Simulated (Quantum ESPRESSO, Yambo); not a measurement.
# P (puckered monolayer): G0W0 in Yambo against the bands, part 2 of 2

How does the gap of P (puckered monolayer) converge in the bands?

Yambo 5.3.0; PBE and many-body steps on it, plane waves. Known limits of the many-body steps: not at the basis limit.

So far. Step 4 (67 bands): Against the run before, the gap moves by −0.019 eV.

### Step 5. 114 bands

Level of this step: G0W0 on PBE, plane waves, norm-conserving pseudopotentials (Yambo).

Input file gw4.in:

```
HF_and_locXC
gw0
dyson
ppa
em1d
rim_cut
rim_w
RandQpts= 3000000
RandGvec= 100 RL
CUTGeo= "slab z"
RandGvecW= 9 RL
EXXRLvcs= 36 Ry
VXCRLvcs= 144 Ry
Chimod= "HARTREE"
% BndsRnXp
 1 | 114 |
%
NGsBlkXp= 6 Ry
% LongDrXp
 1 | 1 | 0 |
%
% GbndRnge
 1 | 114 |
%
DysSolver= "n"
ExtendOut
PPAPntXp= 27.21138 eV
% QPkrange
 1 | 1 | 9 | 12 |
%
```

Run with:

```sh
$ OMP_NUM_THREADS=2 mpirun -n 4 yambo -F gw4.in -J gw4 -C gw4 > gw4.log
```

What it wrote:

```text
 Yambo, version 5.3.0

 [02] CORE Variables Setup
 =========================

  [... cell, symmetries and grids as in the set-up ...]

  [02.05] Energies & Occupations
  ==============================

  [X] === General ===
  [X] Electronic Temperature                        :  0.000000  0.000000 [eV K]
  [X] Bosonic    Temperature                        :  0.000000  0.000000 [eV K]
  [X] Finite Temperature mode                       : no
  [X] El. density                                   :  0.93433E+23 [cm-3]
[...]
Sc bands terminator                              : no
  Sx RL components                                 :   5277

  QP @ state[ 1 ] K range                          :  1  1
  QP @ state[ 1 ] b range                          :   9  12
  GF energies kind                                 : Perdew, Burke & Ernzerhof(X)+Perdew, Burke & Ernzerhof(C)
  GF WF`s kind                                     : Perdew, Burke & Ernzerhof(X)+Perdew, Burke & Ernzerhof(C)
  Xs energies kind                                 : Perdew, Burke & Ernzerhof(X)+Perdew, Burke & Ernzerhof(C)
  Xs WF`s kind                                     : Perdew, Burke & Ernzerhof(X)+Perdew, Burke & Ernzerhof(C)

 [14] Game Over & Game summary
```

It took 1.9 min on 4 MPI ranks of Arm Neoverse V2, shared host; peak memory 2.1 GiB; 13 min of CPU time.

Numbers from this step:

- G0W0 gap on the points computed: 1.962 eV
- starting gap on the mesh: 0.9076 eV
- k of the valence top: 0, 0, 0
- k of the conduction bottom: 0, 0, 0
- least direct G0W0 gap on the computed points: 1.962 eV

Against the run before, the gap moves by +0.011 eV.

### Step 6. 171 bands

gw5.in, as its differences from gw4.in of step 5:

```diff
@@ -15,3 +15,3 @@
 % BndsRnXp
- 1 | 114 |
+ 1 | 171 |
 %
@@ -22,3 +22,3 @@
 % GbndRnge
- 1 | 114 |
+ 1 | 171 |
 %
```

Run with:

```sh
$ OMP_NUM_THREADS=2 mpirun -n 4 yambo -F gw5.in -J gw5 -C gw5 > gw5.log
```

What it wrote:

```text
 Yambo, version 5.3.0

 [02] CORE Variables Setup
 =========================

  [... cell, symmetries and grids as in the set-up ...]

  [02.05] Energies & Occupations
  ==============================

  [X] === General ===
  [X] Electronic Temperature                        :  0.000000  0.000000 [eV K]
  [X] Bosonic    Temperature                        :  0.000000  0.000000 [eV K]
  [X] Finite Temperature mode                       : no
  [X] El. density                                   :  0.93433E+23 [cm-3]
[...]
Sc bands terminator                              : no
  Sx RL components                                 :   5277

  QP @ state[ 1 ] K range                          :  1  1
  QP @ state[ 1 ] b range                          :   9  12
  GF energies kind                                 : Perdew, Burke & Ernzerhof(X)+Perdew, Burke & Ernzerhof(C)
  GF WF`s kind                                     : Perdew, Burke & Ernzerhof(X)+Perdew, Burke & Ernzerhof(C)
  Xs energies kind                                 : Perdew, Burke & Ernzerhof(X)+Perdew, Burke & Ernzerhof(C)
  Xs WF`s kind                                     : Perdew, Burke & Ernzerhof(X)+Perdew, Burke & Ernzerhof(C)

 [14] Game Over & Game summary
```

It took 2.6 min on 4 MPI ranks; peak memory 2.7 GiB.

This step gave:

```yaml
g0w0_gap_on_the_points_computed: 1.965 eV
starting_gap_on_the_mesh: 0.9076 eV
k_of_the_valence_top: 0, 0, 0
k_of_the_conduction_bottom: 0, 0, 0
least_direct_g0w0_gap_on_the_computed_points: 1.965 eV
```

Against the run before, the gap moves by +0.002 eV.

### Step 7. 235 bands

gw6.in, as its differences from gw5.in of step 6:

```diff
@@ -15,3 +15,3 @@
 % BndsRnXp
- 1 | 171 |
+ 1 | 235 |
 %
@@ -22,3 +22,3 @@
 % GbndRnge
- 1 | 171 |
+ 1 | 235 |
 %
```

Run with:

```sh
$ OMP_NUM_THREADS=2 mpirun -n 4 yambo -F gw6.in -J gw6 -C gw6 > gw6.log
```

What it wrote:

```text
 Yambo, version 5.3.0

 [02] CORE Variables Setup
 =========================

  [... cell, symmetries and grids as in the set-up ...]

  [02.05] Energies & Occupations
  ==============================

  [X] === General ===
  [X] Electronic Temperature                        :  0.000000  0.000000 [eV K]
  [X] Bosonic    Temperature                        :  0.000000  0.000000 [eV K]
  [X] Finite Temperature mode                       : no
  [X] El. density                                   :  0.93433E+23 [cm-3]
[...]
Sc bands terminator                              : no
  Sx RL components                                 :   5277

  QP @ state[ 1 ] K range                          :  1  1
  QP @ state[ 1 ] b range                          :   9  12
  GF energies kind                                 : Perdew, Burke & Ernzerhof(X)+Perdew, Burke & Ernzerhof(C)
  GF WF`s kind                                     : Perdew, Burke & Ernzerhof(X)+Perdew, Burke & Ernzerhof(C)
  Xs energies kind                                 : Perdew, Burke & Ernzerhof(X)+Perdew, Burke & Ernzerhof(C)
  Xs WF`s kind                                     : Perdew, Burke & Ernzerhof(X)+Perdew, Burke & Ernzerhof(C)

 [14] Game Over & Game summary
```

The job ended after 3.2 min (4 MPI ranks; peak memory 3.3 GiB; 23 min of CPU time).

Numbers from this step:

```
G0W0 gap on the points computed              : 1.964 eV
starting gap on the mesh                     : 0.9076 eV
k of the valence top                         : 0, 0, 0
k of the conduction bottom                   : 0, 0, 0
least direct G0W0 gap on the computed points : 1.964 eV
```

Against the run before, the gap moves by −0.0001 eV.

### Step 8. The runs together

Times are wall times on 4 MPI ranks of Arm Neoverse V2, shared host, good to a factor of about two.

```tsv
run	mesh	bands	screening cutoff (eV)	DFT gap (eV)	gap on the mesh (eV)	direct (eV)	time
23 bands	6×8×1	23	81.6	0.908	2.032	2.032	56 s
38 bands	6×8×1	38	81.6	0.908	1.970	1.970	65 s
67 bands	6×8×1	67	81.6	0.908	1.951	1.951	86 s
114 bands	6×8×1	114	81.6	0.908	1.962	1.962	1.9 min
171 bands	6×8×1	171	81.6	0.908	1.965	1.965	2.6 min
235 bands	6×8×1	235	81.6	0.908	1.964	1.964	3.2 min
```

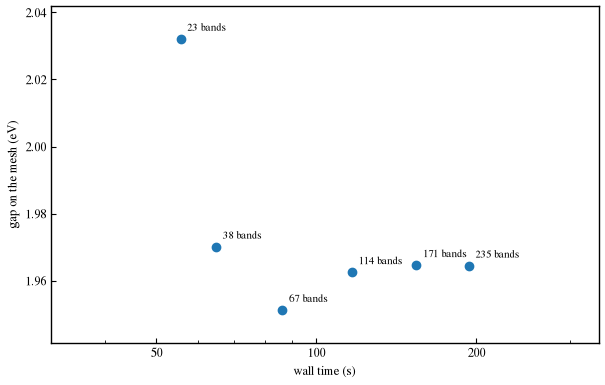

Result against wall time.

### Step 9. Summary of results

```json
{
  "23 bands": "2.032 eV",
  "38 bands": "1.970 eV",
  "67 bands": "1.951 eV",
  "114 bands": "1.962 eV",
  "171 bands": "1.965 eV",
  "235 bands": "1.964 eV",
  "known limits": "not at the basis limit"
}
```

In words: The setting moved: bands. From 23 bands to 235 bands the gap moves by −0.07 eV, for 3.5 times the time. It holds to 0.03 eV from 38 bands on. Bands and screening cutoff are coupled, so a series along one setting does not show full convergence. Bands and cutoff are finite, so the gap is not at the basis limit. The miss can reach some tenths of an eV and take either sign; the mesh is an error of its own. In the G0W0 runs levels were corrected at 1 k point alone, so a gap called «on the mesh» is the least over those, and an edge elsewhere would be missed.

[Paths, hosts, dates, memory and timing lines, banners, echoed tables and standing remarks are left out of the program output.]

[Logs are printed without paths, hosts, clocks, repeated set-up lines and the standing remarks that a program may print on its own settings, such as how far it seeks lower states.]

[Runs of the session that timed out or met a known fault of the program may be left out.]

[Hosts, paths, dates, database ids (printed as entryN), source tags and the programs' standing remarks are cut or masked in the printed files.]
